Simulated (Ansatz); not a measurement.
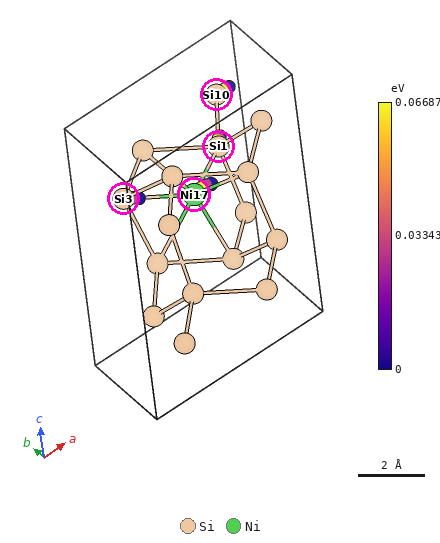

A search for the minimum-energy path of a defect cell of composition Si₁₆Ni (17 atoms in the cell) by the nudged elastic band. Images are numbered from 0 (start) to 4 (end). The start is drawn whole; smaller spheres mark the moving atoms (Si, Ni) in the later images, joined by lines and coloured by the energy of the image relative to the start. A ball-and-stick model of the reduced simulation cell (origin moved), seen slightly off an axis. The atoms that move most are ringed. Lengths and directions refer to the drawn axes. Bonds to atoms that aren't drawn are left out.

Computed with DFT LDA, scalar-relativistic, plane waves, PAW in Ansatz 0.2.0.

Input
```yaml
crystal:
  lattice:
    - [0.0, 5.401942273, -5.401942273]
    - [5.401942273, 5.401942273, 0.0]
    - [5.401942273, 0.0, -5.401942273]
  atoms:
    - { symbol: Si, position: [0.1179417082, 0.1219206246, 0.1217875354] }
    - { symbol: Si, position: [0.1180449265, 0.6453996335, 0.1219227656] }
    - { symbol: Si, position: [0.5599375474, 0.1486877688, 0.1498217542] }
    - { symbol: Si, position: [0.6351631714, 0.6240547972, 0.1238338198] }
    - { symbol: Si, position: [0.1183408663, 0.1206434835, 0.6477941798] }
    - { symbol: Si, position: [0.1316591337, 0.6254289536, 0.6249295799] }
    - { symbol: Si, position: [0.6355040113, 0.1237164429, 0.6245132208] }
    - { symbol: Si, position: [0.6356112386, 0.6235502224, 0.624497454] }
    - { symbol: Si, position: [0.2605160882, 0.7481397504, 0.2504372653] }
    - { symbol: Si, position: [0.1886110103, 0.2720726619, 0.2743856836] }
    - { symbol: Si, position: [0.7331457649, 0.7724078318, 0.2510598488] }
    - { symbol: Si, position: [0.7331409797, 0.2505087555, 0.2510236557] }
    - { symbol: Si, position: [0.2610338549, 0.7470684319, 0.7483326036] }
    - { symbol: Si, position: [0.2609348019, 0.2510652904, 0.7482522224] }
    - { symbol: Si, position: [0.7573140447, 0.7499728514, 0.7500704201] }
    - { symbol: Si, position: [0.7334609739, 0.2500271486, 0.7738438619] }
    - { symbol: Ni, position: [-0.0804124786, 0.0281975809, 0.03079594] }
basis:
  ecutwfc: 420
  xc_grid: 2
kpoints:
  mp_grid: { grid: [3, 3, 3], shift: [0.0, 0.0, 0.0] }
hamiltonian:
  xc: lda
scf:
  occupations: { method: gaussian, width: 0.02 }
output:
  forces: true
neb:
  images: 3
  f_tol: 0.05
  max_iterations: 70
  order_check: false
  final_atoms:
    - { symbol: Si, position: [0.1415529296, 0.1498217542, 0.1486877688] }
    - { symbol: Si, position: [0.1132214704, 0.6477941798, 0.1206434835] }
    - { symbol: Si, position: [0.6383501318, 0.1217875354, 0.1219206246] }
    - { symbol: Si, position: [0.616266325, 0.6245132208, 0.1237164429] }
    - { symbol: Si, position: [0.1146326744, 0.1219227656, 0.6453996335] }
    - { symbol: Si, position: [0.1163410849, 0.624497454, 0.6235502224] }
    - { symbol: Si, position: [0.6169482116, 0.1238338198, 0.6240547972] }
    - { symbol: Si, position: [0.6179823328, 0.6249295799, 0.6254289536] }
    - { symbol: Si, position: [0.2426680156, 0.7738438619, 0.2500271486] }
    - { symbol: Si, position: [0.2649306442, 0.2743856836, 0.2720726619] }
    - { symbol: Si, position: [0.7397476852, 0.7482522224, 0.2510652904] }
    - { symbol: Si, position: [0.7653266091, 0.2510236557, 0.2505087555] }
    - { symbol: Si, position: [0.2435651096, 0.7483326036, 0.7470684319] }
    - { symbol: Si, position: [0.2433865546, 0.2510598488, 0.7724078318] }
    - { symbol: Si, position: [0.7426426837, 0.7500704201, 0.7499728514] }
    - { symbol: Si, position: [0.740906896, 0.2504372653, 0.7481397504] }
    - { symbol: Ni, position: [0.0214189576, 0.03079594, 0.0281975809] }
```

Command:
```bash
ansatz run input.yaml --threads 4 --pin off --max-ram 10240MiB --backend cpu --events-out ev --progress --plain --runs-dir out
```

> Describe the path and its energy.

The Ni atom travels furthest, 0.78 Å from end to end, along +a, on a straight line. It doesn't move alone: Si (0.49 Å), Si (0.49 Å), Si (0.58 Å) move with it. The barrier is about 0.067 eV in both directions, with image 2 at the top; the ends have the same energy. The band is converged.

Limits of the set-up: the periodic images lie only 7.6 Å apart, so the values are limited by the cell's size.

Cost: 2 min on 4 threads of Arm Neoverse V1, with other jobs on the host, peak memory 1.4 GiB.
